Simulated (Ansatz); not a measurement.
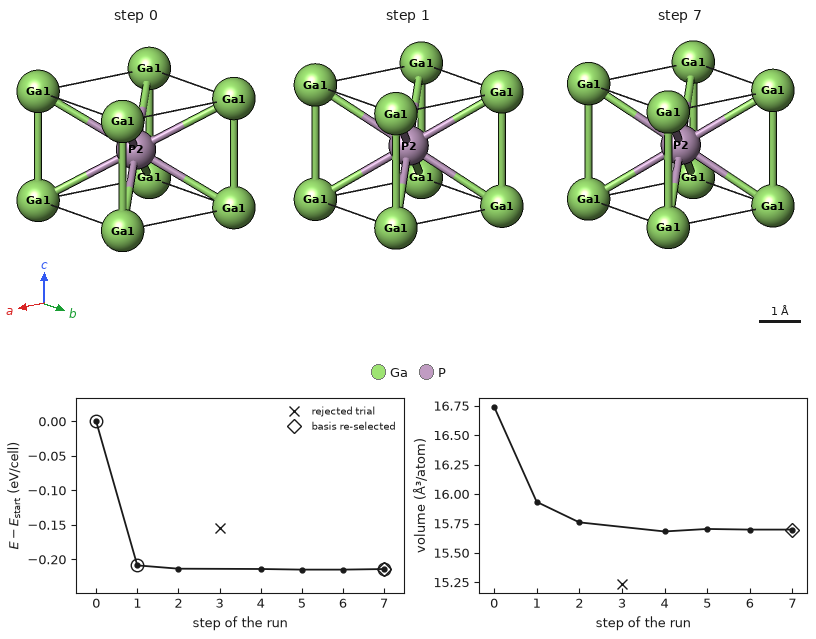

Frames of a relaxation of a crystal of GaP (a generated structure, set up in P4/mmm), marked on the history of the run. The picture is a ball-and-stick view of the cell of the calculation, seen from a free direction.

The run lets cell and atoms move.

All numbers below come from Ansatz, Kohn-Sham DFT of a periodic cell, HSEsol, Ansatz PAW.

The input:
```yaml
crystal:
  lattice:
    - [3.45666, 0.0, 0.0]
    - [0.0, 3.45666, 0.0]
    - [0.0, 0.0, 2.80256]
  atoms:
    - { symbol: Ga, position: [0.0, 0.0, 0.0] }
    - { symbol: P, position: [0.5, 0.5, 0.5] }
hamiltonian:
  xc:
    exchange: hjs_pbesol
    correlation: pbesol
    exx: { coeff: 0.25, omega: 0.207 }
  pseudopotentials: { kind: paw }
kpoints:
  mp_grid: { grid: [4, 4, 5] }
scf:
  occupations: { method: fermi_dirac, width: 0.05 }
output:
  forces: true
  stress: true
  eigenvalues: true
relax:
  f_tol: 0.01
  max_steps: 40
  cell: { stress_tol: 0.05 }
```

Describe the path.

Over 5 accepted moves (7 points after the start) the energy falls by 0.214 eV per cell of the calculation. All forces vanish by symmetry, so only the cell relaxes. Pressure: −3.31 GPa at the start and −0.01 GPa at the end. The line search rejected the trial step at point 3 of the run. At 1 point the geometry stayed and the basis and grid were re-selected for the new cell (energy shift of 0.8 meV per cell of the calculation at most each time). No atom moves by more than 0.005 Å relative to the cell. The drawn cell changes as follows: a = b 3.457 → 3.254 Å (−5.9 %), c 2.803 → 2.966 Å (+5.8 %); the volume changes by −6.2 %. Near-neighbour distances that change, for instance: Ga1–Ga1 2.803 → 2.966 Å, Ga1–P2 2.817 → 2.737 Å. The space group stays P4/mmm (No. 123). From step 0 to 1: volume −4.8 %, energy −0.209 eV per cell of the calculation. From step 1 to 7: volume −1.5 %, energy −5.3 meV per cell of the calculation.

```
step  E − E(0), meV/atom  pressure, GPa  volume, Å³/atom                      note
   0                0.00          -3.31           16.743                          
   1             -104.26          -0.67           15.934                          
   2             -106.67          -0.25           15.760                          
   3              -76.87           1.54           15.232                  rejected
   4             -106.89           0.04           15.683                          
   5             -107.34          -0.03           15.704                          
   6             -107.34           0.00           15.698                          
   7             -106.92          -0.01           15.698  same geometry, new basis
```

Limits of the set-up: the k-point mesh is coarse for a cell with partly filled bands.
